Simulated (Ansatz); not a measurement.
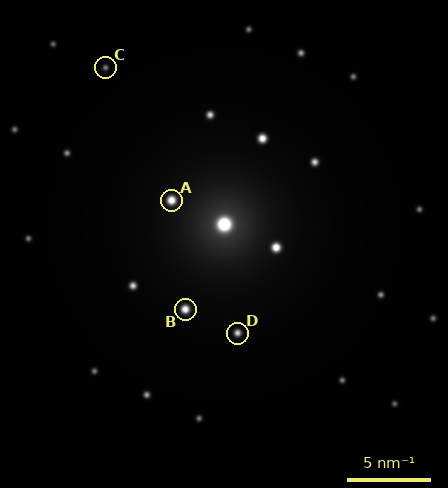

The pattern is a kinematic simulation for 120 kV electrons (no multiple scattering; isotropic B = 1 Å²). The zone axis points towards the electron source and the pattern is seen from the source side.

The sample is Ni, space group Fd-3m (No. 227), a = 5.01 Å. Structure: the input geometry of an electronic-structure calculation (not necessarily at equilibrium); the starting structure was generated, so it need not be a known form of this composition.

| atom | site | symmetry | x | y | z |
| --- | --- | --- | --- | --- | --- |
| Ni | 8b | -43m | 0.2500 | 0.2500 | 0.7500 |

Spot A is indexed -1 1 1 and spot B 0 -2 2.

Question: Index the other marked spots.

Answer: C = 3A − B = -3 5 1 (d = 0.846 Å). D = −A + B = 1 -3 1 (d = 1.510 Å).

Question: Find the zone axis.

Answer: The cross product of A and B is parallel to [211]; every spot obeys hu + kv + lw = 0.
